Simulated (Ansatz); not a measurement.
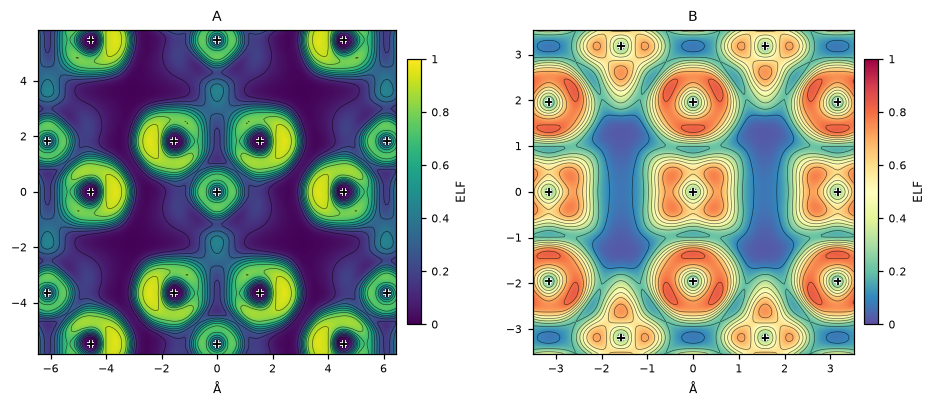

The electron localisation function of 2 systems, each on a plane through atoms (crosses mark nuclei in the plane).

Computed with DFT PBE, spin-orbit coupling, plane waves, PAW in Ansatz 0.2.0.

System 1: MoS2, the (110) plane of the conventional cell. Space group P6₃/mmc.

```cif
data_structure
_symmetry_space_group_name_H-M 'P 1'
_symmetry_Int_Tables_number 1
_cell_length_a 3.1646
_cell_length_b 3.1646
_cell_length_c 12.2326
_cell_angle_alpha 90.000
_cell_angle_beta 90.000
_cell_angle_gamma 120.000
_cell_volume 106.10
loop_
_atom_site_label
_atom_site_type_symbol
_atom_site_fract_x
_atom_site_fract_y
_atom_site_fract_z
_atom_site_occupancy
Mo1 Mo 0.33333 0.66667 0.25000 1
Mo2 Mo 0.66667 0.33333 0.75000 1
S1 S 0.33333 0.66667 0.62278 1
S2 S 0.66667 0.33333 0.12278 1
S3 S 0.33333 0.66667 0.87722 1
S4 S 0.66667 0.33333 0.37722 1
```

System 2: IrO2, the (11̄0) plane of the conventional cell. Space group P4₂/mnm.

```
Ir O
1.0
     4.50510    0.00000    0.00000
     0.00000    4.50510    0.00000
     0.00000    0.00000    3.15860
Ir O
2 4
Cartesian
  0.0000 0.0000 0.0000
  2.2525 2.2525 1.5793
  1.3862 1.3862 0.0000
  0.8663 3.6388 1.5793
  3.1189 3.1189 0.0000
  3.6388 0.8663 1.5793
```

Which map belongs to which system?

Answer. Panel A is system 1, MoS2: the plane holds Mo and S. Mo–S (2.40 Å): the ELF peaks at about 0.85 in the valence shell of S, 0.8 Å from its nucleus, and is about 0.45 at the midpoint. Panel B is system 2, IrO2: the plane holds Ir and O. Ir–O (1.96 Å): the ELF peaks at about 0.85 in the valence shell of O, 0.6 Å from its nucleus, and is about 0.20 at the midpoint (no localised pair shows between them).
